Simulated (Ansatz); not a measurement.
TiO2 (space group P4_2/mnm, No. 136). Coordinates: coordinates from a relaxation with Ansatz, DFT, r2SCAN, plane waves, PAW.

```
Ti O
1.0
     4.59685    0.00000    0.00000
     0.00000    4.59685    0.00000
     0.00000    0.00000    2.95350
Ti O
2 4
Direct
  0.00000 0.00000 0.00000
  0.50000 0.50000 0.50000
  0.30464 0.30464 0.00000
  0.19536 0.80464 0.50000
  0.69536 0.69536 0.00000
  0.80464 0.19536 0.50000
```

Describe how the polyhedra about Ti are linked (bonds: O–Ti below 2.2 Å).

Ti: TiO6 octahedron, sharing corners with eight neighbours and edges with two neighbours.

They form a three-dimensional framework of corner- and edge-sharing octahedra.

Centre to centre across a shared corner: 3.57 Å; across a shared edge: 2.95 Å.

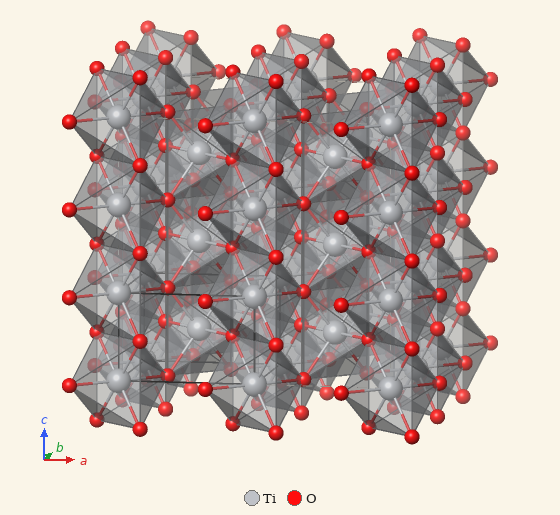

Polyhedra are drawn about Ti (bonds: O–Ti below 2.2 Å); other atoms are plain spheres.
